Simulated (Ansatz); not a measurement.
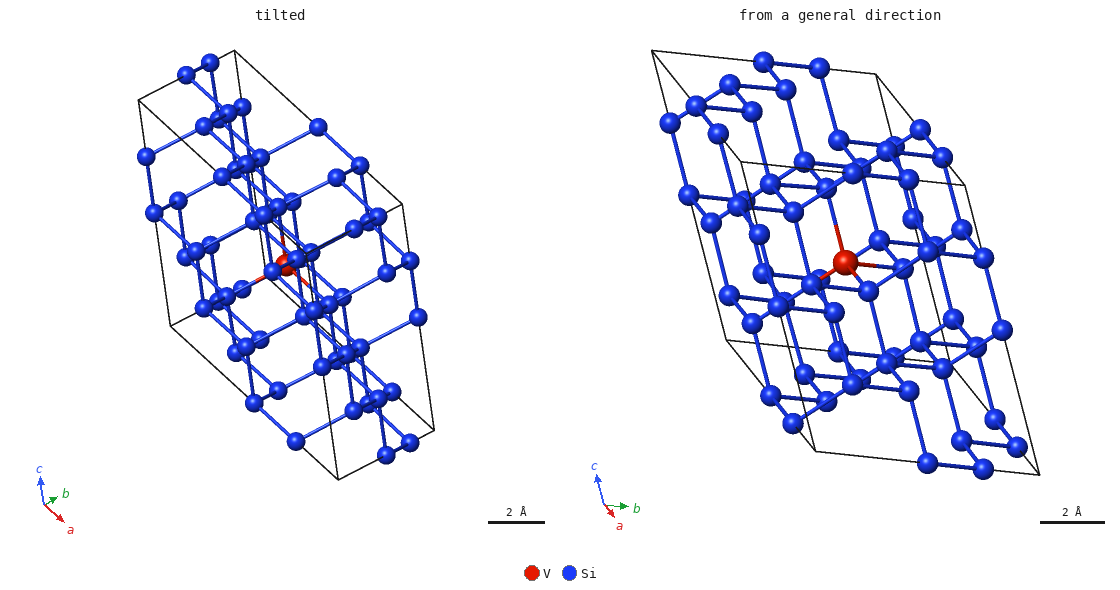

View slightly off an axis and from a general direction, drawn as a ball-and-stick model. One supercell is outlined, and atoms on its boundary appear in each equivalent place. The host is Si, in a cell of 32 sites, and the cell is neutral.

Spot the defect.

Vanadium on a silicon site (a substitutional impurity). It is bonded to four Si in a tetrahedral arrangement at about 2.4 Å.

Results below were computed with DFT PBE, scalar-relativistic, plane waves, PAW (Ansatz 0.2.0); the settings were wavefunction cutoff 420 eV, Brillouin-zone sampling on a 2×2×2 mesh, Gaussian smearing of 0.02 eV, collinear spins.

Is the defect magnetic?

Yes, 1.0 μB in the cell.

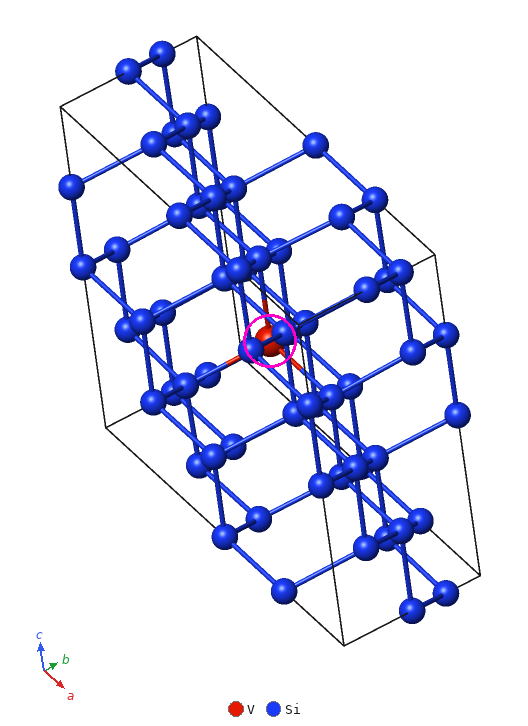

The same cell with a ring at the defect's site.

The atoms were relaxed in the host's cell with Ansatz 0.2.0, DFT PBE, scalar-relativistic, plane waves, PAW.
